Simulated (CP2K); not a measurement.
# A series of single points on I

System: I (I4/mmm, 1 atom in the cell).
Method: Kohn-Sham DFT of a periodic cell, PBE, GTH-PBE with UZH-TZVP basis, no spin polarisation (CP2K 2026.2).

The 6 runs differ only in the geometry, by an even scaling of the cell at fixed fractional positions. The structure derives from a Materials Project entry.

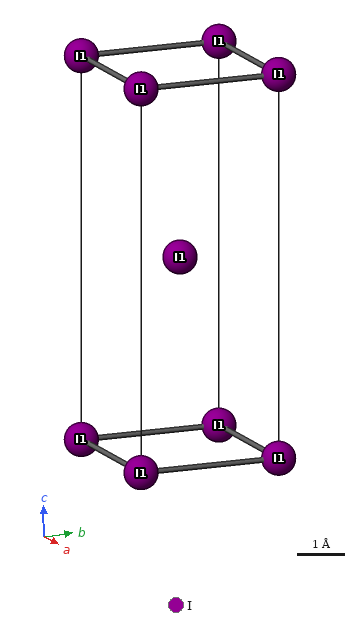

Figure 1. The structure of run 4 (ball-and-stick view of the cell 2 times as large as that of the calculation, set on its symmetry axes, seen slightly off an axis; atoms are numbered from 1 in the order of the input).

### Input of run 4
```
&GLOBAL
  PROJECT i_eos
  RUN_TYPE ENERGY_FORCE
  PRINT_LEVEL LOW
&END GLOBAL
&FORCE_EVAL
  METHOD QS
  STRESS_TENSOR ANALYTICAL
  &DFT
    BASIS_SET_FILE_NAME BASIS_MOLOPT_UZH
    POTENTIAL_FILE_NAME POTENTIAL_UZH
    WFN_RESTART_FILE_NAME previous-RESTART.kp
    &MGRID
      CUTOFF 450
      REL_CUTOFF 60
      NGRIDS 5
    &END MGRID
    &QS
      METHOD GPW
      EPS_DEFAULT 1.0E-10
    &END QS
    &KPOINTS
      SCHEME MONKHORST-PACK 11 11 11
      GAMMA_CENTERED T
      SYMMETRY T
      SYMMETRY_BACKEND SPGLIB
    &END KPOINTS
    &SCF
      SCF_GUESS RESTART
      EPS_SCF 1.0E-6
      MAX_SCF 100
      ADDED_MOS 8
      CHOLESKY OFF
      EPS_EIGVAL 1.0E-7
      &DIAGONALIZATION ON
        ALGORITHM STANDARD
      &END DIAGONALIZATION
      &MIXING ON
        METHOD BROYDEN_MIXING
        ALPHA 0.4
        BETA 1.5
        NBUFFER 8
      &END MIXING
      &SMEAR ON
        METHOD FERMI_DIRAC
        ELECTRONIC_TEMPERATURE [K] 580.226
      &END SMEAR
    &END SCF
    &XC
      &XC_FUNCTIONAL
        &GGA_X_PBE
        &END GGA_X_PBE
        &GGA_C_PBE
        &END GGA_C_PBE
      &END XC_FUNCTIONAL
    &END XC
    &PRINT
      &KPOINTS ON
      &END KPOINTS
      &MULLIKEN ON
      &END MULLIKEN
      &MO ON
        ENERGIES T
        OCCUPATION_NUMBERS T
        &EACH
          QS_SCF 0
        &END EACH
        ADD_LAST NUMERIC
      &END MO
    &END PRINT
  &END DFT
  &SUBSYS
    &CELL
      A 4.8715667075 0.0000000000 0.0000000000
      B 2.6949110201 4.0582775631 0.0000000000
      C -3.7832388638 -2.0291387815 2.3025771844
      PERIODIC XYZ
    &END CELL
    &COORD
      SCALED
      I   0.0000000000 0.0000000000 0.0000000000
    &END COORD
    &KIND I
      BASIS_SET TZVP-MOLOPT-PBE-GTH-q7
      POTENTIAL GTH-PBE-q7
    &END KIND
    &PRINT
      &ATOMIC_COORDINATES ON
      &END ATOMIC_COORDINATES
      &CELL ON
      &END CELL
    &END PRINT
  &END SUBSYS
  &PRINT
    &FORCES ON
    &END FORCES
    &STRESS_TENSOR ON
    &END STRESS_TENSOR
  &END PRINT
&END FORCE_EVAL
```

Command:
```bash
OMP_NUM_THREADS=1 cp2k.psmp -i i_eos.inp -o i_eos.out
```

Lattice vectors (Å) and fractional positions of run 4:
```
   4.871567    0.000000    0.000000
   2.694911    4.058278    0.000000
  -3.783239   -2.029139    2.302577
I   0.000000  0.000000  0.000000
```

Run 3 differs from it as follows:
```diff
-      A 4.8715667075 0.0000000000 0.0000000000
-      B 2.6949110201 4.0582775631 0.0000000000
-      C -3.7832388638 -2.0291387815 2.3025771844
+      A 4.8070350468 0.0000000000 0.0000000000
+      B 2.6592126310 4.0045192126 0.0000000000
+      C -3.7331238389 -2.0022596063 2.2720758819
```

### Results, with one run withheld

```csv
run,volume per atom (Å³),"free energy per atom, from the lowest run given (meV)",pressure (GPa)
1,41.952,29.01,2.51
2,42.845,16.93,1.84
3,43.737,?,?
4,45.522,0.25,0.25
5,46.415,0.00,−0.16
6,47.308,1.90,−0.52
```

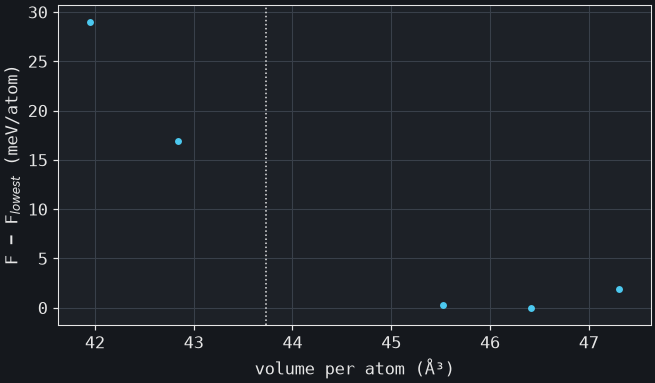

Figure 2. Free energy per atom of the runs given; the dotted line marks run 3.

What should run 3 give?

A cubic polynomial in V^(−2/3) (the Birch–Murnaghan form), fitted to the 5 runs given, misses them by under 0.01 meV per atom. With x = V^(−2/3) − 0.07936 Å⁻², it reads F = 2.5063 + 3506.4 x + 1.1615e+06 x² + 9.6565e+06 x³ (meV per atom). At run 3 it gives 8.38 meV per atom, and the run itself gives 8.38. The slope of the fit gives a pressure −dF/dV of 1.24 GPa there, and the run prints 1.24 GPa. The fit has its minimum at 46.063 Å³ per atom, where V d²F/dV² gives 20.9 GPa. Cell shape and fractional positions are held, so this is the stiffness under even scaling; the relaxed bulk modulus wasn't computed and can be far lower in a crystal of layers, chains or molecules like this one.

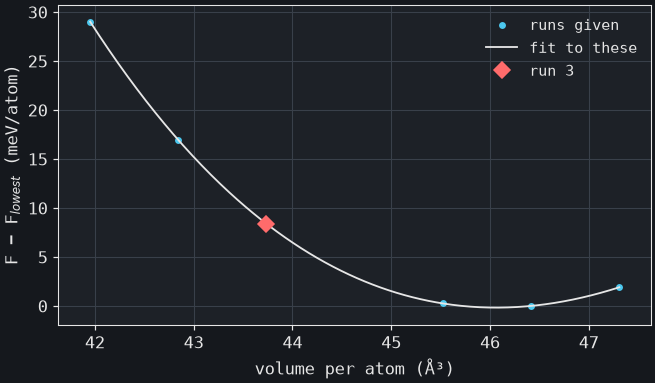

Figure 3. The fit and the withheld run.

### Some lines of the output (run 3)
```
[...]
 CELL| Volume [angstrom^3]:                                            43.737152
 CELL_REF| Volume [angstrom^3]:                                        43.737152
                        Smear method:                                FERMI_DIRAC
  Step     Update method      Time    Convergence         Total energy    Change
  Fermi energy:                                                 0.07375898232165
  Total energy:                                               -11.46033543084527
  Total energy (extrapolated to T->0):                        -11.46022433856246
 MO| E(Fermi):            0.073759 a.u.          2.007084 eV
 MO| Band gap:            0.386853 a.u.         10.526812 eV
```

Notes: The cell holds an odd number of electrons but the run has no spin polarisation, so it comes out as a metal.
